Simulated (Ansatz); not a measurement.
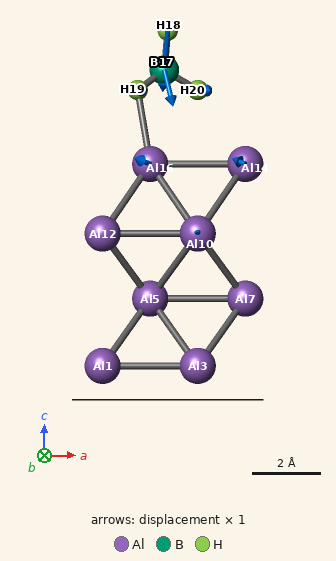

A constrained relaxation of a slab of composition Al16BH3 (cut from the Fm-3m phase). The starting structure is drawn; blue arrows show the displacements, at their true length.

The picture is a ball-and-stick view of the cell of the calculation, outlined in the plane, without the vacuum (origin shifted), seen along the b axis.

Case: 1 BH3 a cell, upright, over an Al atom of a lower plane. The slab is the (1 0 0) face of Al with BH3 on it. 8 atoms are held fixed.

Level of theory: DFT PBE+D3(BJ), scalar-relativistic, plane waves, PAW in Ansatz.

Input
```yaml
crystal:
  lattice:
    - [5.6324246428, 0.0, 0.0]
    - [0.0, 5.6324246428, 0.0]
    - [0.0, 0.0, 25.7319884892]
  atoms:
    - { symbol: Al, position: [0.25, 0.25, 0.3108970767] }
    - { symbol: Al, position: [0.25, 0.75, 0.3108970767] }
    - { symbol: Al, position: [0.75, 0.25, 0.3108970767] }
    - { symbol: Al, position: [0.75, 0.75, 0.3108970767] }
    - { symbol: Al, position: [0.5, 0.5, 0.388285687] }
    - { symbol: Al, position: [0.5, 0.0, 0.388285687] }
    - { symbol: Al, position: [0.0, 0.5, 0.388285687] }
    - { symbol: Al, position: [0.0, 0.0, 0.388285687] }
    - { symbol: Al, position: [0.75, 0.75, 0.4631077221] }
    - { symbol: Al, position: [0.75, 0.25, 0.4631077221] }
    - { symbol: Al, position: [0.25, 0.75, 0.4631077221] }
    - { symbol: Al, position: [0.25, 0.25, 0.4631077221] }
    - { symbol: Al, position: [0.0, 0.0, 0.5431247364] }
    - { symbol: Al, position: [0.0, 0.5, 0.5431247364] }
    - { symbol: Al, position: [0.5, 0.0, 0.5431247364] }
    - { symbol: Al, position: [0.5, 0.5, 0.5431247364] }
    - { symbol: B, position: [0.5745367324, 0.6949524902, 0.6510060221] }
    - { symbol: H, position: [0.5922919674, 0.6628477501, 0.6965485576] }
    - { symbol: H, position: [0.434566201, 0.5756963555, 0.6282328112] }
    - { symbol: H, position: [0.75, 0.75, 0.6282328112] }
basis:
  ecutwfc: 420
kpoints:
  mp_grid: { grid: [4, 4, 1] }
hamiltonian:
  xc: pbe
  dispersion: d3bj
scf:
  occupations: { method: gaussian, width: 0.1 }
output:
  forces: true
  eigenvalues: true
relax:
  adjacent_minimum: "off"
  f_tol: 0.04
  max_steps: 100
  constraints: [{ sites: [0, 1, 2, 3, 4, 5, 6, 7] }]
efield:
  axis: 3
  dipole_correction: true
  ramp_width: 0.04
```

Command:
```bash
ansatz run input.yaml --threads 2 --pin off --max-ram 6144MiB --backend cpu --events-out ev --progress --plain --runs-dir out
```

Question: Describe the change and its energy.

Answer: Over 30 accepted moves (33 points after the start) the energy falls by 1.613 eV per cell of the calculation. The largest force component goes from 1.1 to 0.029 eV/Å. The line search rejected the trial step at point 31 of the run. 2 steps only repeated the SCF at the same geometry. The forces were under the threshold at step 4, but the run went on from there. The atom that moves furthest is H18 (2.04 Å at 27° to the normal (−c side)). Largest moves by element: H 2.04 Å, B 1.18 Å, Al 0.68 Å. The lattice vectors keep their values. Some distances before and after: Al15–H18 4.412 → 2.073 Å, Al13–Al16 3.983 → 2.954 Å, Al14–Al15 3.983 → 3.073 Å, Al9–Al16 2.864 → 3.547 Å. Among the angles between lasting bonds that change: Al16–Al14–Al16 180.0° → 151.1°, Al16–Al15–Al16 180.0° → 151.7°, Al13–Al14–Al16 90.0° → 62.2°.

Limits of the set-up: the periodic images lie only 5.6 Å apart, so the values are limited by the cell's size.
